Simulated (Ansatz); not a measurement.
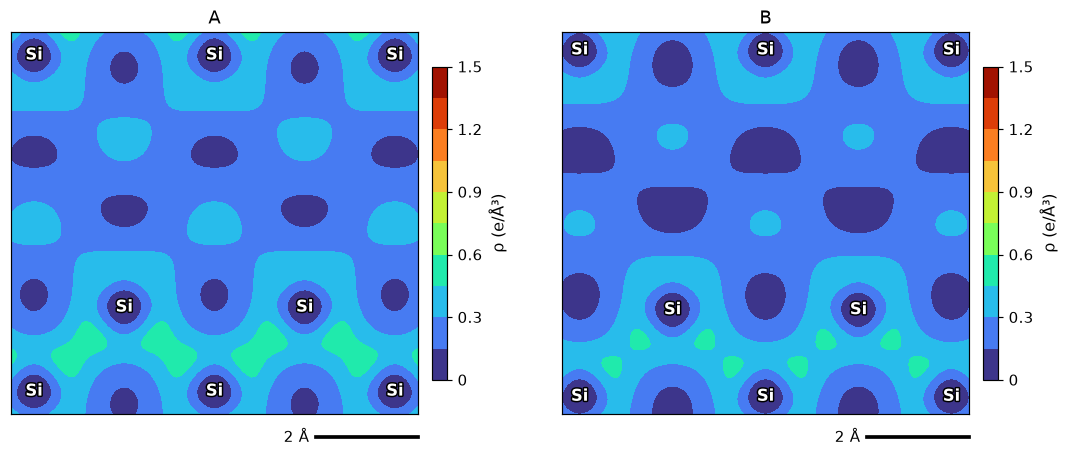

Si. The valence charge density (pseudo) of two cells that differ in size, on the (110) plane of each (indices in the axes of the calculation cell), at one length scale and on one colour scale: B has 15.4 Å³ an atom and A 14.1.

Space group I4₁/amd; a structure from a database of computed crystals, not necessarily the ambient phase.

Method: DFT r2SCAN, scalar-relativistic, plane waves, PAW (Ansatz).

Core electrons are frozen (PAW), and the valence fields are smoothed inside the atomic spheres.

**What does the compression do to the bonding and the properties?**

From the larger cell to the smaller, Si–Si goes from 2.50 to 2.42 Å, and the density at its midpoint from 0.44 to 0.49 e/Å³; the pressure goes from −1.2 to 11 GPa.
